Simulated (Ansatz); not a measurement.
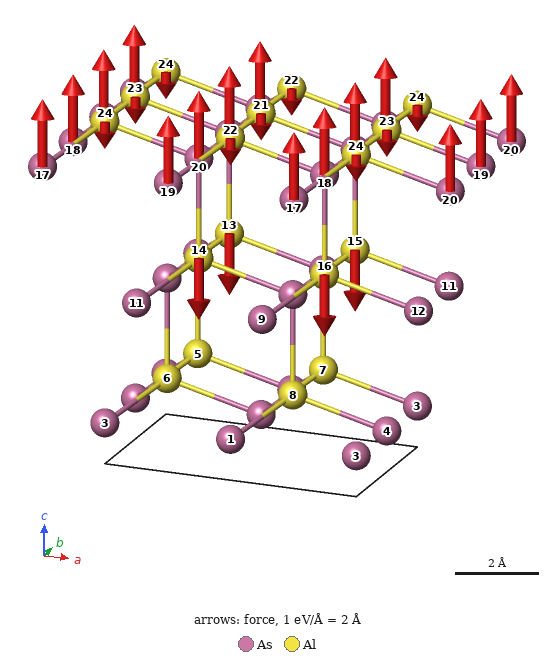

Starting geometry of a slab of composition AlAs (cut from the F-43m phase) with the computed forces as red arrows. The picture is a ball-and-stick view of the cell of the calculation, outlined in the plane, without the vacuum, seen slightly off an axis.

Case: clean slab, lower half held. The slab is the (1 1 1) face of AlAs. 12 atoms are held fixed.

Level of theory: Ansatz 0.2.0, DFT PBE+D3(BJ), scalar-relativistic, plane waves, PAW. Settings: plane-wave cutoff 420 eV; k-point mesh 6 × 6 × 1; occupations gaussian; smearing width 0.05 eV; no spin polarisation; dipole correction; atoms relaxed in a fixed cell; force threshold 0.03 eV/Å; at most 70 steps.

Is this structure relaxed? If not, where do the atoms go?

It isn't relaxed: the largest force vector, on As atoms, is 0.83 eV/Å. The atoms end up moving mostly along the starting forces (cosine between the two patterns 0.86). After 3 accepted moves (4 points after the start) the energy has fallen by 0.218 eV per cell of the calculation. The largest force component goes from 0.83 to 0.0041 eV/Å. 1 step only repeated the SCF at the same geometry. The largest moves, 0.077 Å, are those of Al atoms. By element the largest moves are Al 0.077 Å, As 0.041 Å. The cell stays as it was. Some distances before and after: Al–As 2.453 → 2.570 Å, Al–As 2.453 → 2.416 Å. Bond angles that change, for instance: Al–As–Al 109.5° → 106.9°, Al–As–Al 109.5° → 112.0°, As–Al–As 109.5° → 112.0°.
